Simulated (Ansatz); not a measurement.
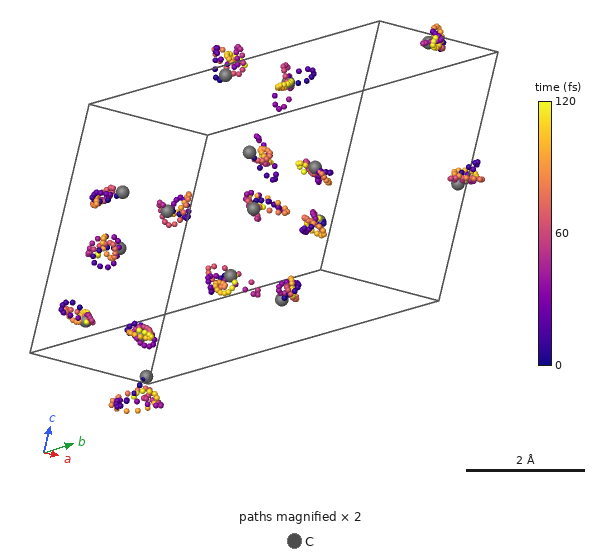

A Born-Oppenheimer molecular dynamics run of a 16-atom cell of C, 120 fs long. It starts from the last geometry of an earlier run, with fresh velocities. Dots mark each atom's position at evenly spaced times, coloured by time; spheres stand at the starting positions. The excursions are magnified 2 times. Seen slightly off an axis in the reduced simulation cell.

All numbers below come from Ansatz, DFT PBE, scalar-relativistic, plane waves, PAW. Run with plane-wave cutoff 420 eV; k-point mesh 3 × 3 × 3; Fermi-Dirac smearing 0.24 eV; volume 1.1 times that of the relaxed crystal; Langevin thermostat (NVT); set temperature 2240 K, then to 300 K over 90 steps, then to 300 K over 30 steps; time step 1 fs; friction 0.02 per fs.

**How do the atoms move?**

Root-mean-square distances from the starting positions over the second half, with the common drift of all atoms taken out: C 0.17 Å. That is small against the typical shortest distance between atoms in the first frame, about 1.5 Å: the atoms vibrate about their sites and the arrangement holds. Under the programmed temperature the kinetic temperature goes from 2508 K (first eighth) to 1109 K (last eighth), with a peak of 3240 K. That is well off the final set point of 300 K. The potential energy in the second half lies on average 97.3 meV per atom below the first frame.
